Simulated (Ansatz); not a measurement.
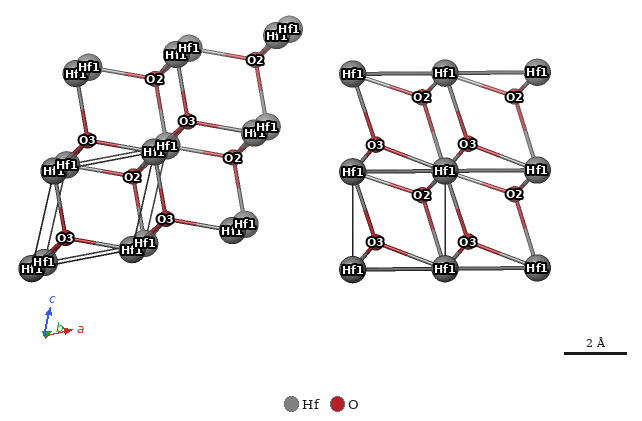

Two geometries of a crystal of HfO₂ (set up in P1), drawn at one scale. One is the start of a relaxation, the other its converged end. Style: ball-and-stick. Shown: the cell of the calculation, reduced to other axes, repeated 2 × 1 × 2 with one cell outlined, along the b axis. Lengths and directions refer to the drawn axes.

The calculation used DFT r2SCAN, scalar-relativistic, plane waves, PAW (Ansatz). Set-up: plane-wave cutoff 500 eV; k-point mesh 8 × 8 × 8; occupations gaussian; smearing width 0.05 eV; no spin polarisation; cell and atoms relaxed; force threshold 0.01 eV/Å; at most 80 steps.

Q: Which of the two is the end point?

A: The left one is the relaxed one. Case: all atoms moved at random, sigma 0.05 Å for each component, cell strained at random, sigma 0.1; relaxed back. Over 10 accepted moves (12 points after the start) the energy falls by 1466 meV per atom. Largest force component: 6.7 eV/Å at the start, 0.0003 eV/Å at the end. Pressure: 83.66 GPa at the start and −0.01 GPa at the end. The SCF was repeated twice at an unchanged geometry on a basis and grid sized afresh for the cell, which shifted the energy by 17.4 meV per atom at most. The atom that moves furthest relative to the cell is O3 (0.052 Å roughly along −c). By element the largest moves are O 0.052 Å, Hf 0.042 Å. The volume changes by +8.5 %, with a 3.114 → 3.577 Å (+14.9 %), b 3.173 → 3.577 Å (+12.7 %), c 3.376 → 3.577 Å (+5.9 %), α 69.2° → 60.0°, β 83.6° → 60.0°, γ 73.1° → 60.0°. Among the contacts that change: Hf1–Hf1 3.114 → 3.577 Å, Hf1–O3 1.742 → 2.190 Å, Hf1–O2 1.751 → 2.190 Å, Hf1–Hf1 (another image) 3.173 → 3.577 Å. Bond angles that change, for instance: Hf1–O3–Hf1 127.9° → 109.5°, Hf1–O2–Hf1 123.7° → 109.5°, Hf1–O2–Hf1 95.3° → 109.5°. The space group (tolerance 0.01 Å) goes from P1 (No. 1) to Fm-3m (No. 225).

Limits of the set-up: layers or molecules are held without a dispersion correction, so their spacing is unreliable.
